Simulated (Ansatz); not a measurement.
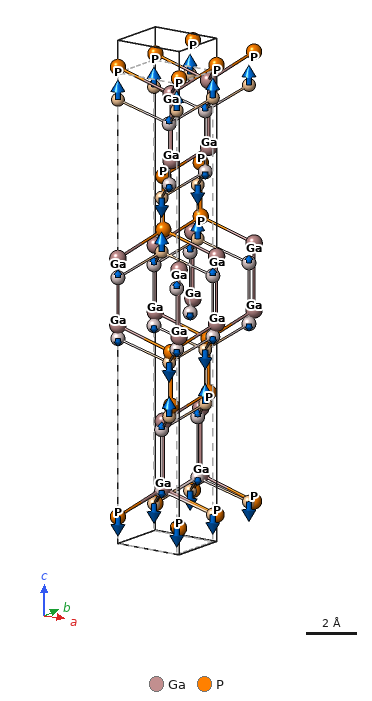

A symmetric starting cell of GaP, drawn pale, and a changed version of it, drawn solid. The blue arrows show how the atoms are displaced (without the part that the change of the cell carries along), magnified 10 times. Besides, the cell is strained by +6.9 % along c and +3.9 % across it (volume +15.4 %). Style: ball-and-stick. Shown: the conventional cell (3 times the calculation's cell), repeated 1 × 2 × 1 with one cell outlined, slightly off an axis. Lengths and directions refer to the drawn axes.

These are results of Ansatz, DFT PBEsol, scalar-relativistic, plane waves, PAW, not measurements. (plane-wave cutoff 420 eV; k-point mesh 9 × 9 × 9; occupations gaussian; smearing width 0.02 eV; no spin polarisation)

How are the atoms displaced, and what does the calculation give?

Answer. Atoms are displaced by up to 0.08 Å (root mean square over those that move 0.06 Å) relative to the cell. No relaxation follows. The starting cell wasn't computed here and needn't be at equilibrium, so pressure and forces aren't due to the change alone. The pressure is −8.6 GPa (not all of it need come from the change, since the unchanged cell can be under pressure at this level too). The principal stresses (compression positive) are −9.5 GPa along c and −8.1 GPa across it. The largest forces, 0.89 eV/Å, act on 2 P atoms of the calculation's cell. The forces mostly point back along the displacements (cosine −0.91). Some distances before and after: Ga–Ga 2.494 → 2.733 Å, Ga–P 2.403 → 2.526 Å, P–P 2.214 → 2.199 Å. The space group stays R-3m (No. 166).
